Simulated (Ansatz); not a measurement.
System: Zr, space group Fm-3m (No. 225).

Starting cell:
```xyz
1
Lattice="0.0000 2.2550 2.2550 2.2550 0.0000 2.2550 2.2550 2.2550 0.0000" Properties=species:S:1:pos:R:3 pbc="T T T"
Zr    0.0000    0.0000    0.0000
```

How it was computed, with Ansatz 0.2.0: homogeneous strain of a crystal along one Voigt pattern with engineering shear, fractional coordinates fixed, by plane-wave density functional theory with PAW datasets, free energies less that of the undisturbed cell; scalar-relativistic. Level: r2SCAN, no spin polarisation.

- wave cutoff: 500 eV
- k mesh: 18×18×18
- occupations: Gaussian
- smearing width: 0.15 eV
- k shift: (0, 0, 0) (mesh steps)
- start: as given
- strain pattern: (0, 0, 1, 0, 0, 0) (xx yy zz yz xz xy with engineering shear)

Predict the energy change and tensile stress summed over the strain pattern against strain. The strain takes the values −0.060, −0.030, 0.000, 0.015, 0.045, 0.060.

The energy falls towards positive values, so the start isn't a stationary minimum along this path. The energy change is 45.47 meV/atom at strain −0.060 and 15.26 meV/atom at 0.060; the lowest computed point is at strain 0.015 (−1.44 meV/atom), and no other minimum shows. The tensile stress summed over the strain pattern rises from −9.2 GPa at strain −0.060 to 4.9 GPa at 0.060, and changes sign near 0.013.

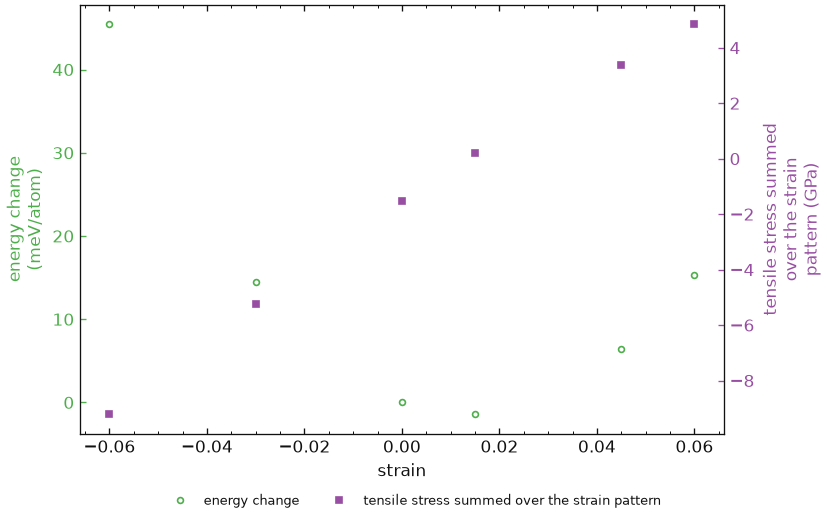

Note: reference crystal is not relaxed.
